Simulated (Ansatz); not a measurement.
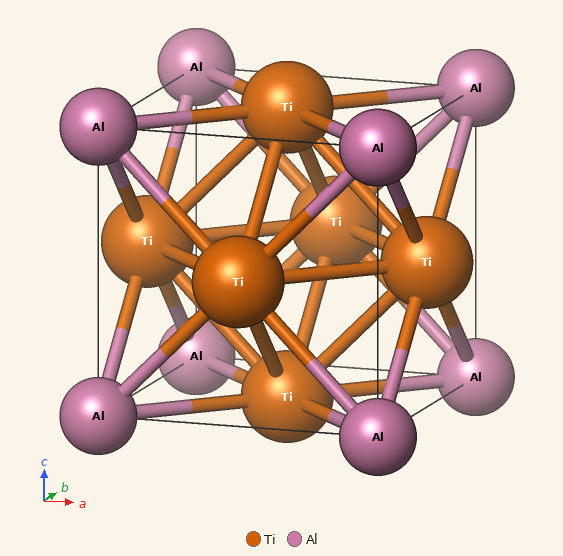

Ball-and-stick drawing of the structure, looking slightly off an axis. The conventional unit cell is outlined; an atom on or near a face, edge or corner is repeated at each equivalent position. Cell: a = 4.05 Å, b = 4.05 Å, c = 4.05 Å, α = 90.00°, β = 90.00°, γ = 90.00°.

Starting structure: a random cell made by a generator, so it need not be a real form of the compound. Earlier steps of the study may have refined or changed the cell and positions. An electronic-structure calculation with Ansatz was run on it.

### Describe the arrangement of the atoms.

Chemical formula Ti$_{3}$Al. Space group: Pm-3m (No. 221). Lattice: primitive cubic. Type of structure: Cu₃Au (L1₂) type. The cell comprises 1 formula unit: 3 Ti, 1 Al. Ti bonds to eight Ti and four Al in a cuboctahedral arrangement (about 2.9 Å to Ti, 2.9 Å to Al). The neighbours of Al are twelve Ti in a cuboctahedral arrangement at about 2.9 Å. The bonds build a three-dimensional framework.

Calculation details: DFT r2SCAN, scalar-relativistic, plane waves, PAW (Ansatz); wavefunction cutoff 500 eV, a 12×12×12 mesh of k-points, Gaussian smearing of 0.1 eV, no spin polarisation.

### Is the electronic structure metallic or gapped?

A metal: bands cross the Fermi level.

### List the Bader charges.

Ti +0.45 e; Al -1.36 e.

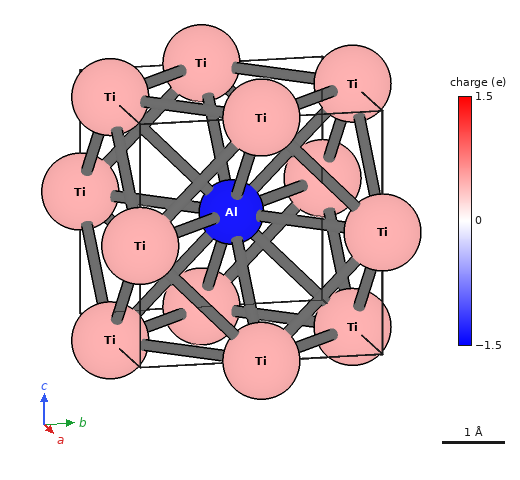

The atoms coloured by those charges. The run's cell of 4 atoms is drawn, so axes and origin can differ from the first picture.

### Is this the optimised geometry for these settings?

No. All forces vanish to within 0.01 eV/Å. The pressure is -0.9 GPa, so the cell would contract.
